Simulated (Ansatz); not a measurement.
**Zn3SnO3: density, localisation and related maps**

Input

```
crystal:
  lattice:
    - [3.3783963226, 0.0, 0.0]
    - [-1.6891981613, 2.9257770395, 0.0]
    - [0.0, 0.0, 10.7994885661]
  atoms:
    - { symbol: Zn, position: [0.6666666667, 0.3333333333, 0.7844236637] }
    - { symbol: Zn, position: [0.3333333333, 0.6666666667, 0.0] }
    - { symbol: Zn, position: [0.6666666667, 0.3333333333, 0.2155763363] }
    - { symbol: Sn, position: [0.0, 0.0, 0.5] }
    - { symbol: O, position: [0.3333333333, 0.6666666667, 0.7832181255] }
    - { symbol: O, position: [0.6666666667, 0.3333333333, 0.0] }
    - { symbol: O, position: [0.3333333333, 0.6666666667, 0.2167818745] }
basis:
  ecutwfc: 420
kpoints:
  mp_grid: { grid: [12, 12, 4] }
hamiltonian:
  xc: pbe
scf:
  occupations: { method: gaussian, width: 0.1 }
output:
  forces: true
  stress: true
  eigenvalues: true
  write_density: true
  write_potential: true
  elf: true
  volumetric_format: npy
relax:
  adjacent_minimum: "off"
  f_tol: 0.01
  max_steps: 80
  cell: { stress_tol: 0.05 }
```

Command:

```sh
ansatz run input.yaml --threads 1 --pin off --max-ram 2560MiB --backend cpu --events-out ev --progress --plain --runs-dir out
```

Below, planes, directions and counts refer to the conventional cell (a = 3.37 Å, b = 3.37 Å, c = 11.07 Å, α = 90.00°, β = 90.00°, γ = 120.00°).

The fields are those of the run's last geometry, not of the input's.

Space group P-6m2; a generated structure, not necessarily the stable one.

Theory: DFT PBE, scalar-relativistic, plane waves, PAW in Ansatz.

In a PAW calculation such maps are meaningful between the atoms, not at the nuclei.

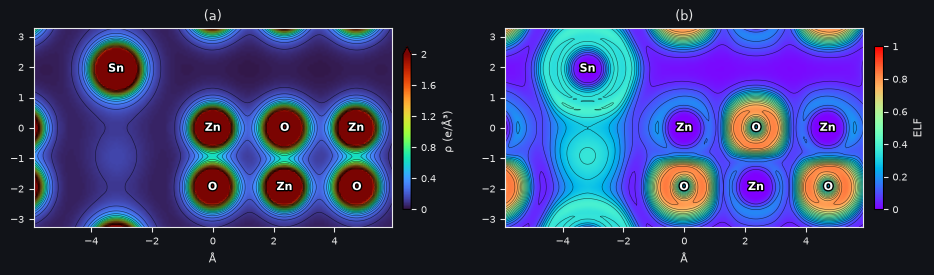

Figure 1. (a) valence electron density; (b) ELF on the (110) plane of the conventional cell.

Question: Read the bonding off the picture.

Answer:
- The plane passes through Zn, Sn and O nuclei.
- Zn–O (1.95 Å): the density is about 0.64 e/Å³ at the midpoint; the ELF peaks at about 0.85 in the valence shell of O, 0.6 Å from its nucleus, and is about 0.25 at the midpoint (no localised pair shows between them).
- Between the atoms the lowest density in this plane is 0.02 e/Å³.

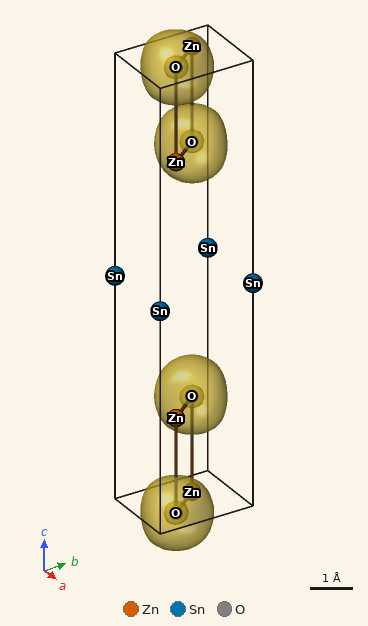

Figure 2. Isosurface of the electron localisation function at 0.6 (yellow), seen slightly off an axis. Only the valence region is drawn (cores and ρ < 0.01 e/Å³ removed). Sticks mark near contacts.

Question: What do the ELF domains correspond to?

Answer: The surface consists of three regions wrapped around O (the valence shell of each), counted in one cell of 7 atoms. Regions shared between cells count once.


 Sn–Sn (3.37 Å): the ELF is about 0.35 at the midpoint.

Question: Does the calculation make it a metal, or give it a gap?

Answer: It is gapless in this calculation (a metal or semimetal).
